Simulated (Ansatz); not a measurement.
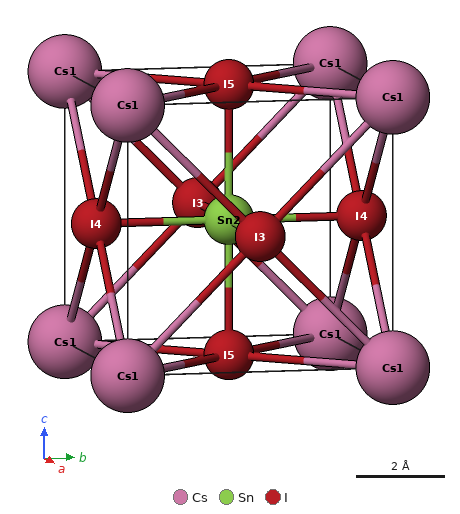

Reference structure: crystalline CsSnI3 (built on the measured structure type) at its r2SCAN-relaxed geometry. The picture is a ball-and-stick view of the cell of the calculation, seen slightly off an axis.

The calculation used DFT, r2SCAN, plane waves, PAW in Ansatz 0.2.0. (plane-wave cutoff 500 eV; k-point mesh 4 × 4 × 4; occupations fixed; no spin polarisation)

Change: The cell is strained by +0.7 % along [1 1 0], −0.7 % along [1 −1 0], none along the third axis (volume 0.0 %). The atoms were relaxed with r2SCAN under that strain, and this is a single point on that geometry.

Question: What is the effect?

Answer: Among the bonded contacts that change: Cs–I 4.413 → 4.383 to 4.444 Å. The space group (tolerance 0.01 Å) goes from Pm-3m (No. 221) to Cmmm (No. 65). The energy changes by less than 1 meV per atom. Pressure: 0.0 GPa before, 0.0 GPa after. All forces vanish by symmetry.
